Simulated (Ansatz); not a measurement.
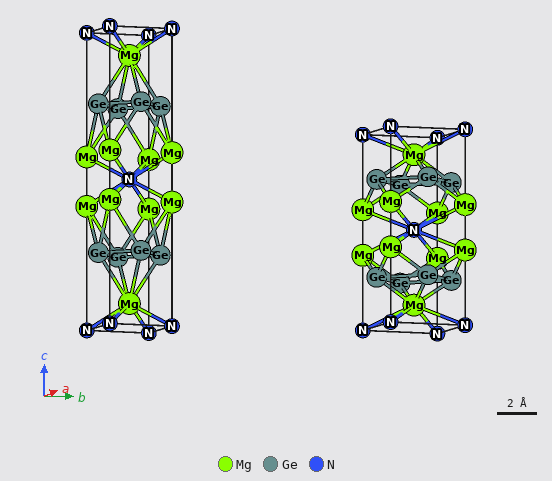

Two geometries of crystalline Mg$_{2}$Ge$_{2}$N (a generated structure, set up in I4/mmm) (coarse preliminary run), drawn at one scale. One is the start of a relaxation, the other its converged end. Style: ball-and-stick. Shown: the conventional cell (2 times the calculation's cell), from a free direction. Lengths and directions refer to the drawn axes.

Theory: DFT PBE, scalar-relativistic, plane waves, PAW (Ansatz 0.2.0). Settings: plane-wave cutoff 420 eV; k-point mesh 6 × 6 × 6; occupations gaussian; smearing width 0.1 eV; no spin polarisation; cell and atoms relaxed; force threshold 0.04 eV/Å; at most 70 steps.

Which geometry has the lower energy?

The left one is the relaxed one. The largest moves relative to the cell, 0.50 Å, are those of Mg atoms. Ge and N stay in place. The drawn cell changes as follows: a = b 4.087 → 3.400 Å (−16.8 %), c 10.116 → 15.373 Å (+52.0 %); the volume changes by +5.2 %. Among the contacts that change: Ge–Mg 2.452 → 3.077 Å, Ge–Ge 2.890 → 2.404 Å, Mg–N 3.119 → 2.723 Å, Mg–Mg 2.347 → 2.557 Å. Among the angles between lasting bonds that change: Ge–Mg–Ge 112.9° → 67.1°. The space group stays I4/mmm (No. 139). After 14 accepted moves (17 points after the start) the energy has fallen by 963 meV per atom. The largest force component goes from 0.98 to under 0.0001 eV/Å. Pressure: 14.59 GPa at the start and 0.16 GPa at the end. At 3 points the geometry stayed and the basis and grid were re-selected for the new cell (energy shift of 103 meV per atom at most each time). The run took 100 s on 1 thread of Intel(R) Xeon(R) Processor @ 2.70GHz, with other jobs on the host, peak memory 0.43 GiB.
